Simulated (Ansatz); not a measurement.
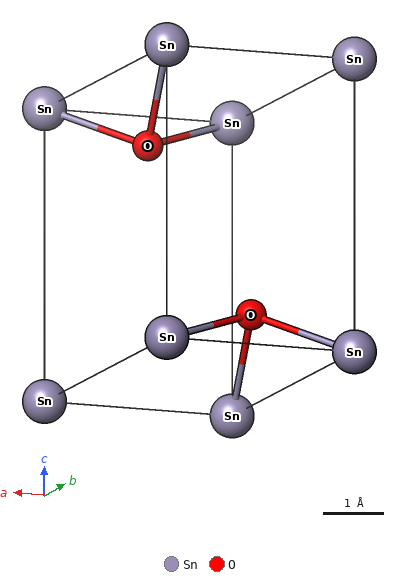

Normal modes of solid SnO$_{2}$ (a generated structure), space group P-3m1 (No. 164), at the zone centre. The picture is a ball-and-stick view of the cell of the calculation, seen from a free direction.

Computed with DFT PBE, scalar-relativistic, plane waves, PAW in Ansatz.

The input:
```yaml
crystal:
  lattice:
    - [3.227973943, 0.0, 0.0]
    - [-1.6139869715, 2.7955074374, 0.0]
    - [0.0, 0.0, 5.5218884733]
  atoms:
    - { symbol: Sn, position: [0.0, 0.0, 0.0] }
    - { symbol: O, position: [0.3333333333, 0.6666666667, 0.1832040066] }
    - { symbol: O, position: [0.6666666667, 0.3333333333, 0.8167959934] }
basis:
  ecutwfc: 420
kpoints:
  mp_grid: { grid: [12, 12, 6] }
hamiltonian:
  xc: pbe
scf:
  occupations: { method: fixed }
output:
  eigenvalues: true
phonons:
  method: dfpt
  dielectric: true
  rigid_motions: translations
  eigenvectors: true
  qmesh: [3, 3, 1]
  temperatures: { t_max: 1000, t_step: 100 }
  qpath:
    path:
      - [[0.0, 0.0, 0.0], [0.5, 0.0, 0.0], [0.33333333, 0.33333333, 0.0], [0.0, 0.0, 0.0], [0.0, 0.0, 0.5], [0.5, 0.0, 0.5], [0.33333333, 0.33333333, 0.5], [0.0, 0.0, 0.5]]
      - [[0.5, 0.0, 0.5], [0.5, 0.0, 0.0]]
      - [[0.33333333, 0.33333333, 0.5], [0.33333333, 0.33333333, 0.0]]
    npoints: 8
```

Run as
```bash
ansatz run input.yaml --threads 1 --pin off --max-ram 2560MiB --backend cpu --events-out ev --progress --plain --runs-dir out
```

Frequencies are those without the non-analytic (LO–TO) term.

> Which optical modes does it have, at what frequencies, and is it stable there?

The calculation's cell holds 3 atoms, so there are 6 optical modes, in 4 levels. The optical modes span E_u + E_g + A₁g + A₂u. No level is unstable.

```
level  symmetry  frequency (cm⁻¹)         activity
    1       E_u               379  infrared-active
    2       E_g               430     Raman-active
    3       A₁g               475     Raman-active
    4       A₂u               478  infrared-active
```

The modes drawn as arrows (one member of each degenerate set):

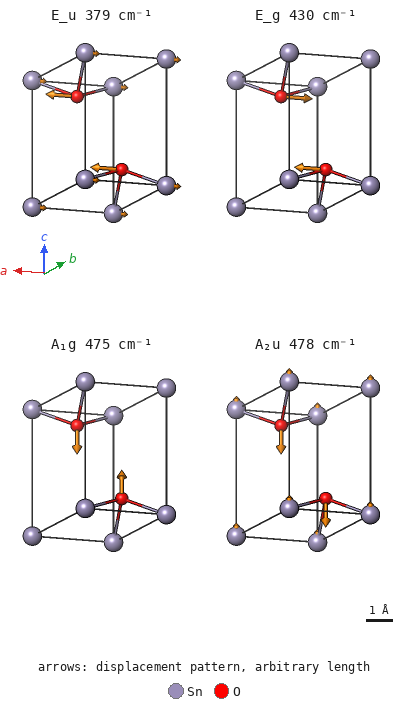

Limits of the set-up: layers or molecules are held without a dispersion correction, so their spacing is unreliable.
